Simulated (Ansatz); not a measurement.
## Al₃Cu₂: single-point calculation (part 2 of 2)

Continued. System: Al₃Cu₂ (disordered cell, 20 atoms in the cell). Method: DFT PBEsol, scalar-relativistic, plane waves, PAW, no spin polarisation (Ansatz 0.2.0); cutoff 420 eV, 4×3×3 k-mesh, Fermi–Dirac smearing of 0.1482 eV. It belongs to a series of runs on one base structure; here: last frame at 1720 K on a finer mesh.

Geometry of the input (Å; fractional positions):
```
6.8922  -0.1855  -0.0601
-0.1855  6.9739  0.0068
-0.0601  0.0068  7.0023
Al 0.5869  0.1536  0.8642
Al 0.2145  0.8881  0.5581
Al 0.9989  0.9847  0.9324
Al 0.5228  0.7366  0.3512
Al 0.9242  0.4896  0.9378
Al 0.6288  0.4644  0.6760
Al 0.8906  0.1124  0.5664
Al 0.6569  0.6849  0.9946
Al 0.2162  0.4079  0.4838
Al 0.1273  0.6086  0.2368
Al 0.4036  0.3583  0.0812
Al 0.2547  0.6318  0.8375
Cu 0.9082  0.8838  0.2890
Cu 0.8900  0.1929  0.1633
Cu 0.1965  0.0722  0.2731
Cu 0.8563  0.7988  0.6963
Cu 0.2053  0.2358  0.7916
Cu 0.4766  0.8239  0.7452
Cu 0.8087  0.5210  0.3308
Cu 0.5338  0.2465  0.3538
```

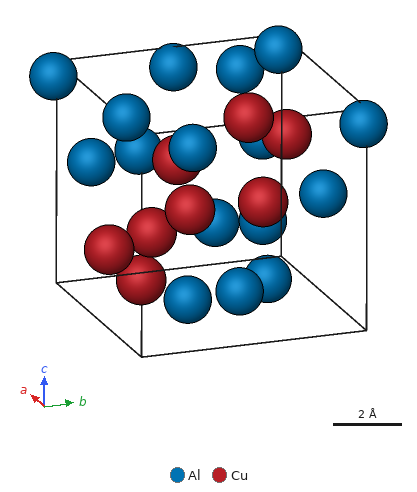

**Figure 1.** The structure (spheres-only view of the cell of the calculation, seen at an oblique angle). An atom can appear more than once, as a periodic image.

## Output, continued
```
  k-point 2: bands = ["-104.5710", "-104.2642", "-104.0333", "-103.9938", "-103.8496", "-103.7478", "-103.7306", "-103.6143", "-62.1915", "-62.1361", "-61.9333", "-61.8744", "-61.7910", "-61.6832", "-61.6131", "-61.5843", "-61.5596", "-61.5079", "-61.4876", "-61.4779", "-61.4564", "-61.3677", "-61.3399", "-61.3218", "-61.2974", "-61.2833", "-61.2641", "-61.2546", "-61.1911", "-61.1505", "-61.0982", "-61.0685", "-0.8964", "0.2303", "1.5070", "1.9615", "2.2640", "2.4081", "2.7346", "2.9915", "3.1835", "3.5114", "3.8633", "4.0299", "4.2620", "4.4136", "4.4350", "4.5325", "4.6177", "4.6979", "4.7378", "4.7754", "4.8844", "4.9354", "4.9635", "5.0410", "5.0721", "5.1350", "5.1673", "5.2165", "5.2657", "5.2927", "5.3191", "5.3919", "5.4323", "5.4662", "5.5131", "5.5429", "5.6062", "5.6673", "5.6990", "5.7425", "5.7927", "5.8261", "5.8860", "5.9274", "5.9712", "6.0378", "6.0697", "6.1505", "6.1887", "6.2521", "6.3154", "6.3512", "6.5089", "6.6136", "6.7857", "7.0141", "7.2342", "7.5545", "7.6729", "8.0197", "8.1423", "8.3157", "8.5640", "9.0446", "9.8067", "10.4080", "10.5761", "10.9263", "11.1041", "11.2997", "11.4791", "11.5048", "11.6515", "11.8887", "12.0245", "12.1036", "12.6821", "12.8597", "13.1289", "13.3833", "13.4978", "13.7554", "13.9173", "14.0780"]
  k-point 18: bands = ["-104.5710", "-104.2642", "-104.0333", "-103.9938", "-103.8496", "-103.7478", "-103.7306", "-103.6143", "-62.1915", "-62.1361", "-61.9333", "-61.8744", "-61.7910", "-61.6832", "-61.6131", "-61.5843", "-61.5596", "-61.5079", "-61.4876", "-61.4779", "-61.4564", "-61.3677", "-61.3399", "-61.3218", "-61.2974", "-61.2832", "-61.2643", "-61.2545", "-61.1911", "-61.1504", "-61.0983", "-61.0685", "0.0516", "0.1255", "0.8314", "1.2172", "1.5043", "1.7858", "2.2627", "2.8818", "3.9102", "4.0532", "4.1936", "4.2706", "4.3527", "4.4661", "4.5324", "4.5839", "4.6670", "4.7196", "4.7616", "4.7913", "4.8519", "4.9434", "5.0211", "5.0550", "5.0987", "5.1410", "5.1784", "5.1960", "5.2887", "5.3080", "5.3311", "5.3648", "5.3702", "5.4403", "5.4802", "5.5061", "5.6202", "5.6902", "5.7672", "5.8462", "5.8562", "5.9093", "5.9696", "6.0522", "6.1034", "6.1798", "6.2658", "6.2965", "6.3841", "6.4517", "6.5652", "6.6638", "6.8194", "7.1002", "7.2366", "7.3626", "7.5142", "7.6946", "7.9404", "8.2198", "8.3507", "8.6085", "8.7156", "8.9636", "9.2164", "9.3894", "9.6423", "9.7098", "10.0829", "10.3547", "10.5065", "10.8347", "11.2013", "11.3407", "11.6633", "11.9644", "12.0971", "12.4017", "12.7756", "13.0002", "13.4944", "13.5299", "13.7954", "14.0322"]
--- Löwdin populations: 20 sites ---
  site symbol       q [e]
     0     Al      3.2201
     1     Al      3.3069
     2     Al      3.3789
     3     Al      3.2005
     4     Al      3.1787
     5     Al      3.2368
     6     Al      3.3645
     7     Al      3.2603
     8     Al      3.2097
     9     Al      3.3147
    10     Al      3.2606
    11     Al      3.1854
    12     Cu     18.4589
    13     Cu     18.5245
    14     Cu     18.4845
    15     Cu     18.3835
    16     Cu     18.3947
    17     Cu     18.4096
    18     Cu     18.4490
    19     Cu     18.4901
  spilling = 0.006852 (of n_electrons = 188.000000)
```

## File populations.tsv
```
# site	symbol	l	j	q
# orbitals = lowdin
# n_electrons = 188.000000
# spilling = 0.006852
0	Al	0_3S	-	1.080032
0	Al	1_3P	-	2.140060
1	Al	0_3S	-	1.042157
1	Al	1_3P	-	2.264783
2	Al	0_3S	-	1.136777
2	Al	1_3P	-	2.242090
3	Al	0_3S	-	1.121512
3	Al	1_3P	-	2.078950
4	Al	0_3S	-	0.952306
4	Al	1_3P	-	2.226430
5	Al	0_3S	-	1.004784
5	Al	1_3P	-	2.232021
6	Al	0_3S	-	1.092304
6	Al	1_3P	-	2.272175
7	Al	0_3S	-	0.971681
7	Al	1_3P	-	2.288622
8	Al	0_3S	-	1.042441
8	Al	1_3P	-	2.167267
9	Al	0_3S	-	0.970527
9	Al	1_3P	-	2.344162
10	Al	0_3S	-	1.034221
10	Al	1_3P	-	2.226418
11	Al	0_3S	-	0.965580
11	Al	1_3P	-	2.219779
12	Cu	0_3S	-	1.989976
12	Cu	0_4S	-	0.735244
12	Cu	1_3P	-	5.996593
12	Cu	2_3D	-	9.737100
13	Cu	0_3S	-	1.990939
13	Cu	0_4S	-	0.779961
13	Cu	1_3P	-	5.996559
13	Cu	2_3D	-	9.757030
14	Cu	0_3S	-	1.990561
14	Cu	0_4S	-	0.745066
14	Cu	1_3P	-	5.996660
14	Cu	2_3D	-	9.752252
15	Cu	0_3S	-	1.987480
15	Cu	0_4S	-	0.680979
15	Cu	1_3P	-	5.995460
15	Cu	2_3D	-	9.719574
16	Cu	0_3S	-	1.987594
16	Cu	0_4S	-	0.692921
16	Cu	1_3P	-	5.995493
16	Cu	2_3D	-	9.718646
17	Cu	0_3S	-	1.981549
17	Cu	0_4S	-	0.708755
17	Cu	1_3P	-	5.993608
17	Cu	2_3D	-	9.725710
18	Cu	0_3S	-	1.989945
18	Cu	0_4S	-	0.722983
18	Cu	1_3P	-	5.996523
18	Cu	2_3D	-	9.739517
19	Cu	0_3S	-	1.990553
19	Cu	0_4S	-	0.745179
19	Cu	1_3P	-	5.995803
19	Cu	2_3D	-	9.758541
```

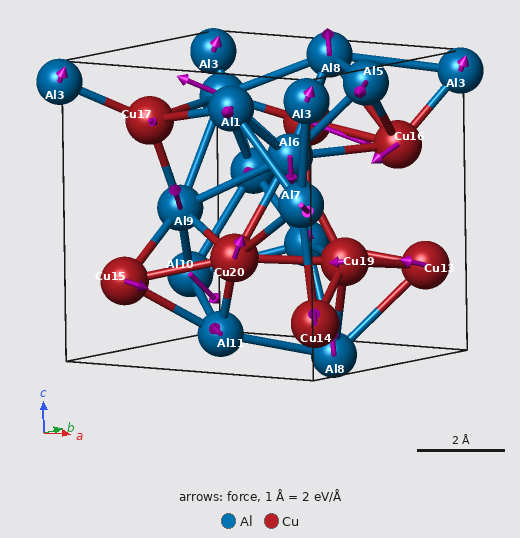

**Figure 2.** Forces on the atoms as pink arrows (ball-and-stick view of the cell of the calculation, seen at an oblique angle; atoms are numbered from 1 in the order of the input). The largest act on Cu18 (3.33 eV/Å); Al10 (2.53 eV/Å); Al12 (2.49 eV/Å); Al9 (2.23 eV/Å), among others. The geometry is not a stationary point of this energy.

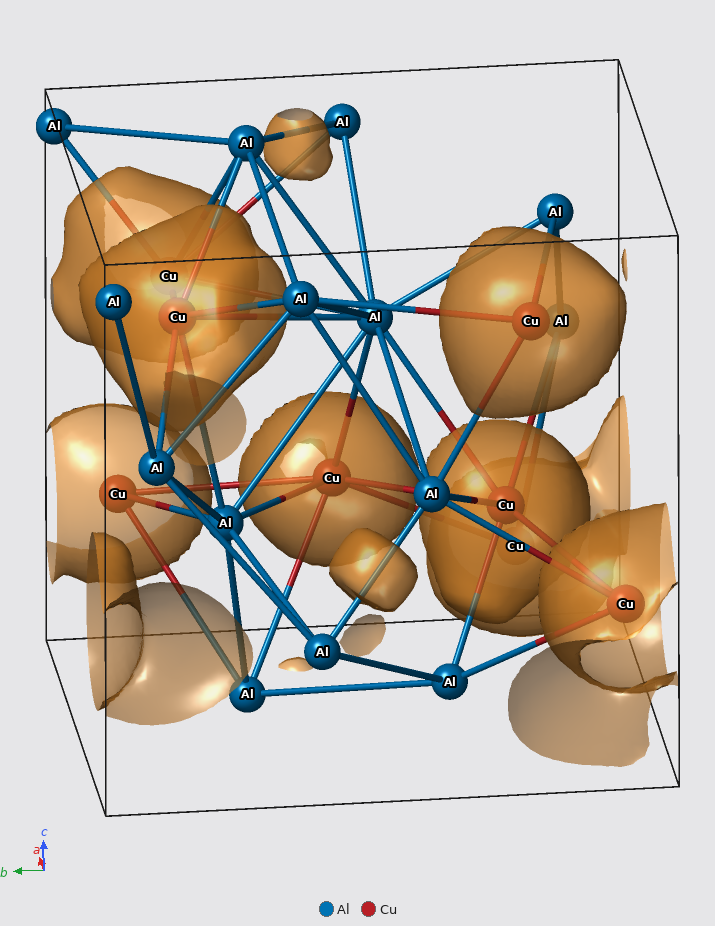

**Figure 3.** Isosurface of the valence electron density at 0.3 e/Å³ (orange), seen at an oblique angle. Sticks mark near contacts. The outline is the calculation cell. At this value the density breaks into separate islands; it holds about 75 % of the electrons treated as valence (semicore included). On the grid the lowest density along these lines, outside the cores, is 0.48 e/Å³ (Al–Cu, 2.09 Å), 0.36 e/Å³ (Al–Al, 2.32 Å), 0.41 e/Å³ (Cu–Cu, 2.33 Å) and 0.35 e/Å³ (Al–Cu, 2.25 Å). Core electrons are frozen (PAW), so the fields are smoothed inside the atomic spheres.

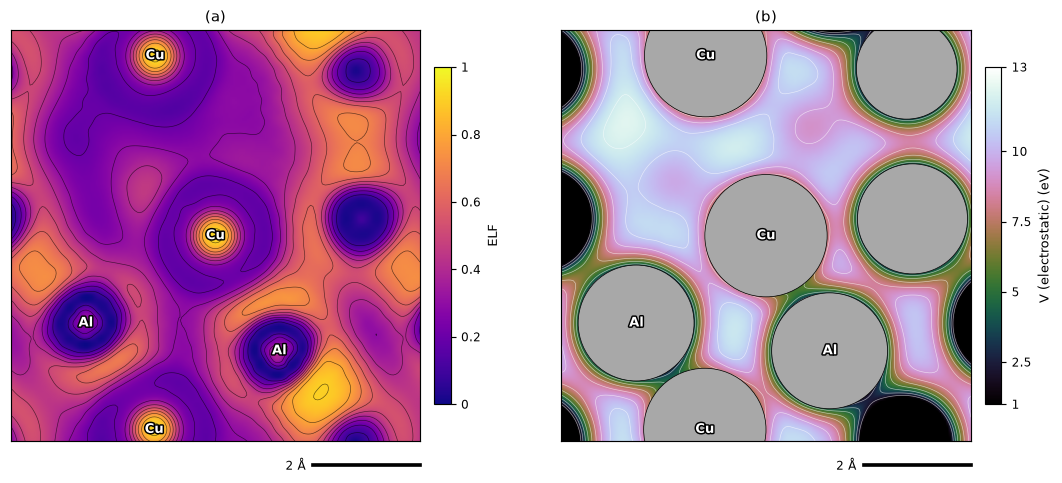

**Figure 4.** (a) electron localisation function; (b) electrostatic potential energy of an electron on the (100) plane of the calculation cell. Grey discs, where drawn, cover atomic cores. Atoms in the plane: Al and Cu. Al–Cu (2.38 Å): the ELF peaks at about 0.65 between the atoms. The strong features right at Cu lie inside the PAW spheres (semicore, d or f shells) and say nothing about bonding. Outside the cores the potential energy rises away from the atoms and is highest about 2.0 Å from the nearest atoms; outside the discs it spans about 10 eV, and its zero is arbitrary.

## Results in brief

- outcome: converged
- electrons treated: 188
- free energy: −58999.3237 eV
- Fermi energy: 8.814 eV
- gap on the k-point mesh: none (metallic)
- pressure: −2.13 GPa
- largest force (length of the vector): 3.329 eV/Å
- hardware: 2 threads of Intel Xeon @ 2.50GHz (Skylake/Cascade Lake), 189 GiB of memory available, shared host
- wall time: 1.7 min (CPU time 3.3 min)
- peak memory: 1.1 GiB
